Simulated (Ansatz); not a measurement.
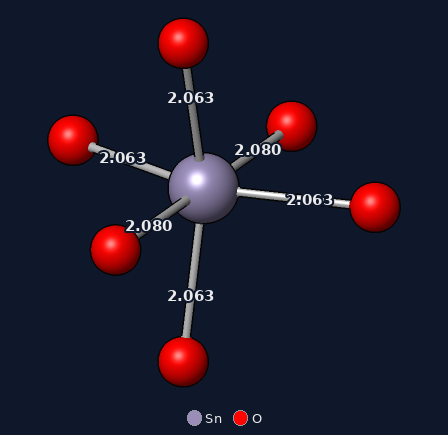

The surroundings of site Sn1 (at 0.000, 0.500, 0.250) in SnO$_{2}$ in space group I4_1/amd, with bond lengths in Å.

Origin of the cell: the end point of a relaxation with DFT PBEsol, scalar-relativistic, plane waves, PAW in Ansatz.

```xyz
12
Lattice="4.0115 0.0000 0.0000 0.0000 4.0115 0.0000 0.0000 0.0000 10.2481" Properties=species:S:1:pos:R:3 pbc="T T T"
Sn    0.0000    2.0058    2.5620
Sn    0.0000    0.0000    0.0000
O     2.0058    2.0058    3.0445
O     0.0000    2.0058    4.6416
O     0.0000    0.0000    2.0796
O     0.0000    2.0058    0.4825
Sn    2.0058    0.0000    7.6861
Sn    2.0058    2.0058    5.1241
O     0.0000    0.0000    8.1686
O     2.0058    0.0000    9.7657
O     2.0058    2.0058    7.2036
O     2.0058    0.0000    5.6066
```

Bond valence s = exp((R0 − d)/b), R0 fitted to published crystal structures with b = 0.37 Å; R0 in Å: Sn4+–O 1.887.

### Calculate the bond-valence sum of Sn1 from the bonds drawn.

4 × 0.621 + 2 × 0.594 = 3.67 v.u., against a formal valence of 4: underbonded (bonds long for this ion) by 0.33.

### And over the whole structure?

```csv
site,"x, y, z",formal valence,bond-valence sum,difference
Sn1,"0.000, 0.500, 0.250",+4,3.70,-0.30
O1,"0.500, 0.500, 0.297",−2,1.85,-0.15
```

These sums include all anions within 5 Å. The global instability index (root mean square of the differences over all atoms) is 0.21 v.u.: above 0.2, which by the usual rule of thumb marks a strained structure.
